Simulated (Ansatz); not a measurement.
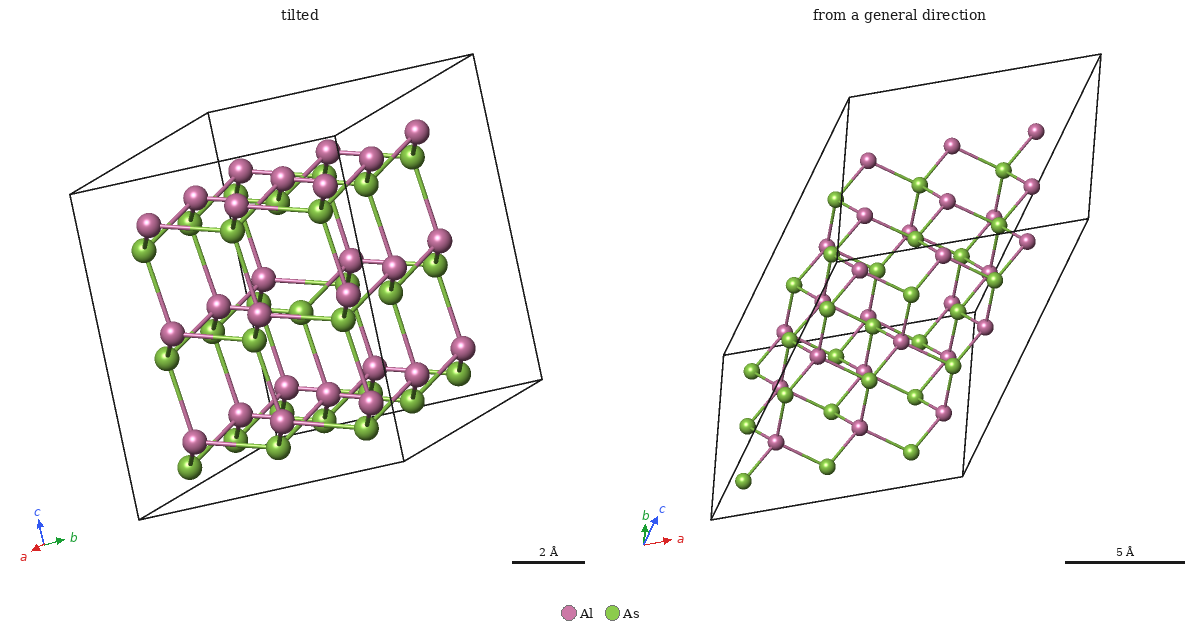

A ball-and-stick picture of a crystal structure, seen slightly off an axis and from a general direction. Thin lines show the supercell, with boundary atoms drawn in all their periodic places. The host is AlAs, in a cell of 54 sites, and the cell carries a charge of -1.

### Spot the defect.

An aluminium vacancy. Around the empty site lie four As at about 2.5 Å.

The calculation used Ansatz, DFT PBE, scalar-relativistic, plane waves, PAW, with plane waves up to 420 eV, k-grid 1×1×1, Gaussian smearing of 0.01 eV, collinear spins.

### Does the defect carry a magnetic moment?

Yes, 2.0 μB in the cell.

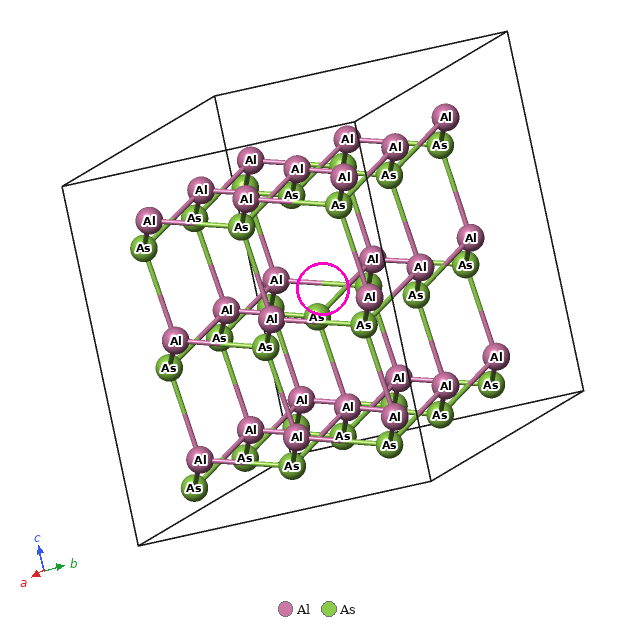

The same cell with a ring at the defect's site.

The atoms were relaxed in the host's cell with DFT PBE, scalar-relativistic, plane waves, PAW in Ansatz.
